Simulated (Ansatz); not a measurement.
## Geometry relaxation of HfO2 (part 2 of 2)

HfO2 (24 atoms in the cell); DFT PBEsol, scalar-relativistic, plane waves, PAW, no spin polarisation (Ansatz 0.2.0); cutoff 420 eV, 2×2×2 k-mesh, Gaussian smearing of 0.02 eV. The structure derives from a Materials Project entry. It belongs to a series of runs on one base structure; here: the perfect supercell shaken and relaxed.

Geometry of the input (Å; fractional positions):
```
-4.2173  0.0000  -5.1950
5.0957  5.1771  -0.0019
5.0957  -5.1771  -0.0019
Hf 0.2948  0.0159  0.5472
Hf 0.2987  0.5142  0.0631
Hf 0.2117  0.4481  0.4954
Hf 0.2089  0.9455  0.9944
Hf 0.7006  0.4880  0.9429
Hf 0.7134  0.9861  0.4484
Hf 0.8093  0.0661  0.0192
Hf 0.7944  0.5600  0.5060
O  0.0244  0.1168  0.3616
O  0.0283  0.6084  0.8786
O  0.4752  0.1379  0.8936
O  0.4829  0.6421  0.4039
O  0.9754  0.3930  0.1374
O  0.9664  0.8880  0.6418
O  0.5204  0.3594  0.6054
O  0.5364  0.8678  0.1207
O  0.6526  0.0234  0.6836
O  0.6473  0.5161  0.1916
O  0.8293  0.7911  0.9613
O  0.8388  0.2932  0.4693
O  0.3359  0.4597  0.8091
O  0.3434  0.9650  0.3002
O  0.1610  0.7026  0.5309
O  0.1457  0.1889  0.0292
```

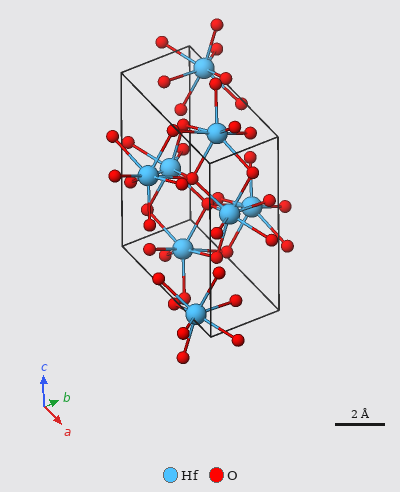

Fig. 1: The geometry at step 3 of the log (ball-and-stick view of the cell of the calculation, seen slightly off an axis; bonded neighbours outside the cell are drawn too).

## Output, continued
```
  k-point 1: bands = ["-46.0626", "-46.0570", "-46.0519", "-46.0512", "-46.0486", "-46.0444", "-46.0432", "-46.0424", "-15.1689", "-15.1490", "-15.1223", "-15.0996", "-15.0897", "-15.0868", "-15.0435", "-15.0100", "-14.9418", "-14.9348", "-14.8723", "-14.8667", "-14.8372", "-14.8117", "-14.7998", "-14.7839", "-14.7568", "-14.7500", "-14.7378", "-14.7212", "-14.7194", "-14.7065", "-14.6783", "-14.6693", "-3.4680", "-3.1526", "-2.6574", "-2.5549", "-2.5296", "-2.4926", "-2.4747", "-2.3819",
      "-2.0776", "-2.0398", "-1.8860", "-1.8674", "-1.8269", "-1.7935", "-1.7219", "-1.7111", "4.0429", "4.0442", "4.0472", "4.0523", "4.0551", "4.0556", "4.0564", "4.0586", "4.0615", "4.0629", "4.0639", "4.0646", "4.0652", "4.0662", "4.0721", "4.0734", "4.0735", "4.0753", "4.0778", "4.0809", "4.0816", "4.0823", "4.0824", "4.0842", "4.0848", "4.0863", "4.0878", "4.0893", "4.0896", "4.0904", "4.0921", "4.0923",
      "4.0934", "4.0935", "4.0974", "4.0993", "4.1011", "4.1028", "4.1033", "4.1043", "4.1061", "4.1063", "4.1126", "4.1141", "4.1164", "4.1176", "4.1183", "4.1293", "4.1304", "4.1317", "4.1369", "4.1506", "4.1518", "4.1563", "4.1711", "4.1757", "9.1432", "9.1569", "9.2186", "9.2549", "9.2991", "9.5901", "9.6879", "9.7885", "9.8809", "9.9403", "10.1076", "10.1926", "10.2954", "10.4832", "10.5923", "10.5989",
      "10.6999", "10.7703", "11.0205", "11.3397", "11.4154", "11.5562", "11.5923", "11.6405", "11.8022", "11.9690", "12.1179", "12.1212", "12.1876", "12.1994", "12.4087", "12.4104", "12.5396", "12.5952", "12.6912", "12.6968", "12.7984", "12.8081", "12.9584", "13.0637", "13.0942", "13.3335", "13.3610", "13.3732", "13.5509", "13.7158", "13.8248", "13.8645", "18.4307", "18.9004", "18.9858", "19.1213", "19.1576", "19.4350", "19.5319", "19.7210",
      "19.8377", "19.9264", "20.0667", "20.2319", "20.3422", "20.5102", "20.6153", "20.6648", "20.9116", "20.9568", "21.1925", "21.2544", "21.4402", "21.4873", "21.7428", "22.0667", "22.0965", "22.1917", "22.3447", "22.5282", "22.5919", "22.8419", "22.9070"]
  k-point 2: bands = ["-46.0626", "-46.0570", "-46.0518", "-46.0512", "-46.0488", "-46.0442", "-46.0432", "-46.0425", "-15.1689", "-15.1490", "-15.1223", "-15.0996", "-15.0896", "-15.0868", "-15.0435", "-15.0101", "-14.9419", "-14.9348", "-14.8722", "-14.8667", "-14.8371", "-14.8117", "-14.7998", "-14.7839", "-14.7569", "-14.7500", "-14.7378", "-14.7212", "-14.7194", "-14.7066", "-14.6783", "-14.6693", "-3.4679", "-3.1525", "-2.6574", "-2.5548", "-2.5296", "-2.4927", "-2.4748", "-2.3820",
      "-2.0777", "-2.0398", "-1.8860", "-1.8674", "-1.8268", "-1.7935", "-1.7219", "-1.7110", "4.0429", "4.0442", "4.0472", "4.0523", "4.0550", "4.0557", "4.0563", "4.0585", "4.0615", "4.0629", "4.0639", "4.0647", "4.0652", "4.0662", "4.0721", "4.0735", "4.0736", "4.0752", "4.0778", "4.0810", "4.0816", "4.0822", "4.0825", "4.0842", "4.0847", "4.0863", "4.0878", "4.0893", "4.0895", "4.0903", "4.0920", "4.0923",
      "4.0933", "4.0935", "4.0973", "4.0993", "4.1011", "4.1028", "4.1033", "4.1044", "4.1062", "4.1062", "4.1126", "4.1141", "4.1163", "4.1177", "4.1182", "4.1293", "4.1305", "4.1318", "4.1370", "4.1506", "4.1518", "4.1563", "4.1711", "4.1757", "9.1433", "9.1569", "9.2186", "9.2549", "9.2991", "9.5901", "9.6879", "9.7885", "9.8808", "9.9403", "10.1075", "10.1926", "10.2954", "10.4831", "10.5924", "10.5988",
      "10.6998", "10.7703", "11.0205", "11.3397", "11.4155", "11.5561", "11.5923", "11.6407", "11.8024", "11.9691", "12.1179", "12.1214", "12.1875", "12.1993", "12.4086", "12.4103", "12.5397", "12.5949", "12.6913", "12.6968", "12.7984", "12.8081", "12.9583", "13.0638", "13.0942", "13.3335", "13.3611", "13.3731", "13.5510", "13.7158", "13.8248", "13.8646", "18.4309", "18.9005", "18.9857", "19.1213", "19.1576", "19.4349", "19.5319", "19.7209",
      "19.8379", "19.9265", "20.0669", "20.2318", "20.3423", "20.5102", "20.6152", "20.6649", "20.9115", "20.9568", "21.1925", "21.2545", "21.4401", "21.4875", "21.7429", "22.0666", "22.0966", "22.1917", "22.3446", "22.5283", "22.5918", "22.8421", "22.9071"]
  k-point 3: bands = ["-46.0650", "-46.0540", "-46.0538", "-46.0477", "-46.0468", "-46.0465", "-46.0462", "-46.0415", "-15.1761", "-15.1592", "-15.1591", "-15.1522", "-15.1158", "-15.0987", "-15.0986", "-14.9726", "-14.8718", "-14.8695", "-14.8694", "-14.8467", "-14.8399", "-14.8201", "-14.7769", "-14.7768", "-14.7494", "-14.7469", "-14.7415", "-14.7415", "-14.7006", "-14.6931", "-14.6930", "-14.6742", "-3.6864", "-2.9310", "-2.9308", "-2.6231", "-2.6230", "-2.4636", "-2.4060", "-2.4018",
      "-1.9861", "-1.8990", "-1.8990", "-1.8357", "-1.7900", "-1.7162", "-1.7162", "-1.6936", "4.0401", "4.0463", "4.0463", "4.0534", "4.0549", "4.0566", "4.0580", "4.0581", "4.0592", "4.0641", "4.0642", "4.0671", "4.0672", "4.0676", "4.0691", "4.0749", "4.0769", "4.0779", "4.0780", "4.0784", "4.0796", "4.0823", "4.0848", "4.0865", "4.0866", "4.0872", "4.0873", "4.0884", "4.0886", "4.0914", "4.0922", "4.0923",
      "4.0934", "4.0958", "4.0959", "4.0966", "4.0994", "4.1004", "4.1005", "4.1049", "4.1066", "4.1067", "4.1094", "4.1127", "4.1171", "4.1172", "4.1191", "4.1195", "4.1292", "4.1413", "4.1413", "4.1473", "4.1560", "4.1560", "4.1583", "4.1959", "8.6625", "8.8540", "9.1510", "9.5464", "9.5651", "9.6173", "9.6176", "9.8478", "9.8479", "10.0399", "10.1157", "10.1159", "10.4953", "10.4955", "10.6757", "10.6793",
      "11.0182", "11.0183", "11.0455", "11.1381", "11.2756", "11.2758", "11.6242", "11.6750", "11.7110", "11.7111", "11.7257", "12.0846", "12.0848", "12.1923", "12.4884", "12.5140", "12.5141", "12.5976", "12.7939", "12.8158", "12.9360", "12.9541", "12.9542", "13.1683", "13.1685", "13.2201", "13.4650", "13.5541", "13.5543", "13.5948", "13.6666", "14.1204", "18.5216", "18.7841", "18.7843", "18.9372", "19.3284", "19.4906", "19.5762", "19.5765",
      "19.7675", "19.7676", "20.0269", "20.2652", "20.4207", "20.5427", "20.5429", "20.6113", "21.0207", "21.1167", "21.1239", "21.1242", "21.3465", "21.4550", "21.4552", "21.7299", "21.9296", "22.2777", "22.4132", "22.4135", "22.6474", "23.0744", "23.1216"]
--- Relaxed structure (4 steps of the walk, 4 accepted, 0 SCFs on fresh bases) ---
  F+E_penalty+E_count = -133802.30451479 eV   max|allowed force component| = 6.428e-3 eV/Å
  atoms:
    - { symbol: Hf, position: [0.29161521789019723, 0.012035220558108947, 0.5574437614897051] }
    - { symbol: Hf, position: [0.29156514785019383, 0.5120062387339833, 0.05741667233873661] }
    - { symbol: Hf, position: [0.20803597168549345, 0.4430985510812471, 0.48852581724928007] }
    - { symbol: Hf, position: [0.20801642142572407, 0.9430772738989069, 0.9884761611103224] }
    - { symbol: Hf, position: [0.7080341891197874, 0.48612954430001454, 0.9454619518683947] }
    - { symbol: Hf, position: [0.7080108658893767, 0.9860992336819581, 0.44547421941342175] }
    - { symbol: Hf, position: [0.7916181898065052, 0.05507111968325862, 0.014437885104267578] }
    - { symbol: Hf, position: [0.7915927683634651, 0.5550733064205394, 0.5144187027555135] }
    - { symbol: O, position: [0.020022235189045553, 0.10361762366418684, 0.36423511984232204] }
    - { symbol: O, position: [0.02002084281401943, 0.6036373673787995, 0.8642529974453751] }
    - { symbol: O, position: [0.4796106250665524, 0.13627452629034653, 0.8969130222186004] }
    - { symbol: O, position: [0.4795896353657425, 0.6362354129294371, 0.3969131045579801] }
    - { symbol: O, position: [0.9796231013032324, 0.39454387022329457, 0.13865723679679215] }
    - { symbol: O, position: [0.9795855572306192, 0.8945172912596935, 0.6386558357702231] }
    - { symbol: O, position: [0.520006046842031, 0.36182629878257355, 0.6059971999104923] }
    - { symbol: O, position: [0.5200088813902152, 0.8618493084932893, 0.10603214195998281] }
    - { symbol: O, position: [0.6591988502919198, 0.03332971616230476, 0.6980070380266565] }
    - { symbol: O, position: [0.659239275694216, 0.533331721236417, 0.19802201657107366] }
    - { symbol: O, position: [0.8403237442393794, 0.8024851527516805, 0.9671084330128492] }
    - { symbol: O, position: [0.8403917737709048, 0.3024988006740605, 0.46719720902900463] }
    - { symbol: O, position: [0.34040037240633664, 0.4647570899823403, 0.8048885702258675] }
    - { symbol: O, position: [0.34030931961721206, 0.9647425051402883, 0.3048681248698597] }
    - { symbol: O, position: [0.1592719084497259, 0.6956518453487506, 0.5357808935394568] }
    - { symbol: O, position: [0.1591696005981067, 0.19561058312452073, 0.035684900093823003] }
```

## Trajectory as extended XYZ (Å, eV, eV/Å), 4 frames, from step=1 to step=4
```
24
Lattice="-4.2173 0.0000 -5.1950 5.0957 5.1771 -0.0019 5.0957 -5.1771 -0.0019" Properties=species:S:1:pos:R:3:forces:R:3 step=1 energy=-133801.37292
Hf    1.6259   -2.7503   -1.5327    1.0666  -0.6381  -0.3902
Hf    1.6823    2.3355   -1.5527    1.1430   0.5159   0.9726
Hf    3.9151   -0.2452   -1.1015   -0.4218   0.1336   0.2051
Hf    9.0042   -0.2532   -1.0891   -1.9364   0.4302  -0.1375
Hf    4.3370   -2.3553   -3.6423   -1.8598  -0.6641  -0.6747
Hf    4.3012    2.7840   -3.7090   -0.6908   0.1752  -0.1664
Hf   -2.9782    0.2431   -4.2042    0.2297  -0.2819   2.8581
Hf    2.0817    0.2797   -4.1290    0.5514  -1.6077   0.0445
O     2.3351   -1.2676   -0.1276   -0.6951  -0.8686  -0.5451
O     7.4579   -1.3988   -0.1499   -0.5767   0.4862  -0.0015
O     3.2523   -3.9125   -2.4705   -0.5916  -0.3375   0.0596
O     3.2935    1.2333   -2.5109   -0.9204  -0.2596   0.4137
O    -1.4109    1.3233   -5.0683    0.2503   0.0596  -0.5506
O     3.7200    1.2748   -5.0233   -0.7272   0.4680  -0.8569
O     2.7216   -1.2733   -2.7054    0.1538   0.5434  -0.2612
O     2.7750    3.8675   -2.7885   -0.9130   0.4803   0.6057
O     0.8506   -3.4180   -3.3918    1.9818  -1.1263   0.0318
O     0.8763    1.6802   -3.3641    0.7339  -0.4055  -0.3261
O     5.4324   -0.8809   -4.3113    1.3688   1.0119  -0.6637
O     0.3480   -0.9113   -4.3589    1.4890   1.5166  -0.7223
O     5.0486   -1.8092   -1.7476   -0.1302   0.5972   0.2254
O     4.9989    3.4419   -1.7865    0.7454  -0.2330   0.3403
O     5.6064    0.8887   -0.8389   -0.2079  -0.4882   0.6824
O     0.4967    0.8266   -0.7571   -0.0431   0.4915  -1.1440
24
Lattice="-4.2173 0.0000 -5.1950 5.0957 5.1771 -0.0019 5.0957 -5.1771 -0.0019" Properties=species:S:1:pos:R:3:forces:R:3 step=2 energy=-133802.07077
Hf    1.6514   -2.8234   -1.5635    0.0186  -0.0978   0.8234
Hf    1.6670    2.3793   -1.4983   -0.3203  -0.7274  -0.3776
Hf    3.8561   -0.2454   -1.0861    0.3140   0.1200  -0.0752
Hf    8.9350   -0.2300   -1.0860    0.5443   0.1647   0.2053
Hf    4.3194   -2.3744   -3.7026    0.2850  -0.1825   0.3579
Hf    4.3385    2.8148   -3.6862   -0.2794   0.0951  -0.0082
Hf   -2.9391    0.2037   -4.1445   -0.7518  -0.3789   0.5115
Hf    2.1439    0.2398   -4.1085   -0.4447  -0.0658   0.1782
O     2.2758   -1.3571   -0.1498    0.4667   0.3823   0.4732
O     7.3821   -1.3330   -0.1307    0.2404   0.0374   0.2646
O     3.2340   -3.9424   -2.5005    0.0975  -0.2246  -0.0354
O     3.2226    1.2568   -2.4640    0.3814  -0.2385  -0.1529
O    -1.4199    1.3084   -5.1024    0.2329   0.3841   0.2044
O     3.6620    1.3684   -5.0751    0.2953  -0.4013  -0.2397
O     2.7406   -1.2850   -2.7137    0.1321   0.2262  -0.2644
O     2.7393    3.8657   -2.7223    0.1091   0.4526   0.0803
O     0.9355   -3.4482   -3.4240    0.0534  -0.2090   0.0019
O     0.9427    1.6932   -3.3847   -0.4585   0.2730   0.0148
O     5.5011   -0.9007   -4.3734   -0.1864   0.2646  -0.0804
O     0.4235   -0.8641   -4.3936   -0.5573  -0.2986   0.1472
O     5.0309   -1.7522   -1.7870    0.0369  -0.0670  -0.0200
O     5.0497    3.4674   -1.7331   -0.1291  -0.3288  -0.7158
O     5.5870    0.8432   -0.7818    0.0435   0.2154  -0.5032
O     0.4930    0.8183   -0.7494   -0.1228   0.6056  -0.7908
24
Lattice="-4.2173 0.0000 -5.1950 5.0957 5.1771 -0.0019 5.0957 -5.1771 -0.0019" Properties=species:S:1:pos:R:3:forces:R:3 step=3 energy=-133802.30308
Hf    1.6703   -2.8222   -1.5140    0.0215  -0.0079  -0.0307
Hf    1.6716    2.3508   -1.5154   -0.0058   0.0226  -0.0215
Hf    3.8716   -0.2360   -1.0834   -0.0142   0.0021   0.0096
Hf    8.9631   -0.2352   -1.0840    0.0135   0.0198   0.0100
Hf    4.3103   -2.3796   -3.6833   -0.0028   0.0146   0.0462
Hf    4.3086    2.8002   -3.6807   -0.0116  -0.0151   0.0099
Hf   -2.9839    0.2123   -4.1112   -0.0198  -0.0292  -0.0273
Hf    2.1123    0.2092   -4.1128   -0.0020   0.0055  -0.0243
O     2.2995   -1.3498   -0.1004    0.0169   0.0165  -0.0203
O     7.3953   -1.3520   -0.1022    0.0029   0.0271  -0.0241
O     3.2419   -3.9356   -2.4983   -0.0057  -0.0025   0.0371
O     3.2416    1.2401   -2.4980    0.0097  -0.0028   0.0340
O    -1.4161    1.3249   -5.0961    0.0135  -0.0243   0.0420
O     3.6786    1.3245   -5.0956    0.0168  -0.0086   0.0242
O     2.7416   -1.2626   -2.6983   -0.0098  -0.0200  -0.0333
O     2.7397    3.9158   -2.6987    0.0002  -0.0229  -0.0203
O     0.9408   -3.4466   -3.4226    0.0139   0.0182   0.0095
O     0.9439    1.7303   -3.4239   -0.0008   0.0067   0.0039
O     5.4796   -0.8595   -4.3733   -0.0249   0.0163  -0.0007
O     0.3826   -0.8578   -4.3704   -0.0169   0.0057  -0.0047
O     5.0403   -1.7560   -1.7745   -0.0195  -0.0066  -0.0061
O     5.0387    3.4231   -1.7727   -0.0189  -0.0196  -0.0237
O     5.5978    0.8336   -0.8263    0.0233  -0.0088   0.0061
O     0.5021    0.8310   -0.8250    0.0202   0.0132   0.0054
24
Lattice="-4.2173 0.0000 -5.1950 5.0957 5.1771 -0.0019 5.0957 -5.1771 -0.0019" Properties=species:S:1:pos:R:3:forces:R:3 step=4 energy=-133802.30451
Hf    1.6721   -2.8236   -1.5160    0.0003   0.0039   0.0029
Hf    1.6720    2.3534   -1.5158    0.0008   0.0026  -0.0023
Hf    3.8699   -0.2352   -1.0825   -0.0020   0.0040   0.0010
Hf    8.9653   -0.2350   -1.0844    0.0024   0.0027  -0.0015
Hf    4.3089   -2.3780   -3.6810    0.0002  -0.0064  -0.0010
Hf    4.3090    2.7988   -3.6808    0.0014  -0.0022  -0.0003
Hf   -2.9843    0.2104   -4.1126   -0.0011  -0.0036   0.0045
Hf    2.1114    0.2105   -4.1144   -0.0040  -0.0052   0.0016
O     2.2996   -1.3492   -0.1049    0.0035   0.0027   0.0050
O     7.3955   -1.3492   -0.1068    0.0004   0.0026   0.0040
O     3.2421   -3.9379   -2.4935   -0.0017   0.0013  -0.0041
O     3.2420    1.2390   -2.4934   -0.0022   0.0047  -0.0048
O    -1.4143    1.3247   -5.0901   -0.0021  -0.0033  -0.0033
O     3.6814    1.3246   -5.0919   -0.0022  -0.0020  -0.0046
O     2.7387   -1.2641   -2.7033    0.0033  -0.0010   0.0020
O     2.7390    3.9129   -2.7033    0.0010  -0.0010   0.0037
O     0.9466   -3.4411   -3.4259   -0.0001   0.0010  -0.0006
O     0.9465    1.7359   -3.4261    0.0009   0.0017   0.0021
O     5.4734   -0.8523   -4.3689    0.0012   0.0016  -0.0025
O     0.3780   -0.8527   -4.3673    0.0004   0.0018  -0.0008
O     5.0341   -1.7609   -1.7708    0.0028  -0.0018   0.0005
O     5.0343    3.4162   -1.7703   -0.0018   0.0001  -0.0033
O     5.6033    0.8277   -0.8298   -0.0005  -0.0025   0.0033
O     0.5073    0.8279   -0.8273   -0.0009  -0.0015  -0.0012
```

## Summary

| quantity | value |
| --- | --- |
| outcome | converged |
| space group (tolerance 0.01 Å) | P1 (1) → P2₁/c (14) |
| electrons treated | 304 |
| free energy | −133802.3045 eV |
| Fermi energy | 16.276 eV |
| gap on the k-point mesh | 4.31 eV |
| final volume | 274.18 Å³ |
| largest force (length of the vector) at the end | 0.007 eV/Å |
| final cell | a = 6.691 Å, b = 7.264 Å, c = 7.264 Å, α = 90.91°, β = 116.23°, γ = 116.23° |
| hardware | 8 threads of AMD EPYC (Zen 4), 24 GiB of memory available, shared host |
| wall time | 13 s (CPU time 99 s) |
| peak memory | 1.3 GiB |

Spin–orbit coupling is left out, which matters for Hf.
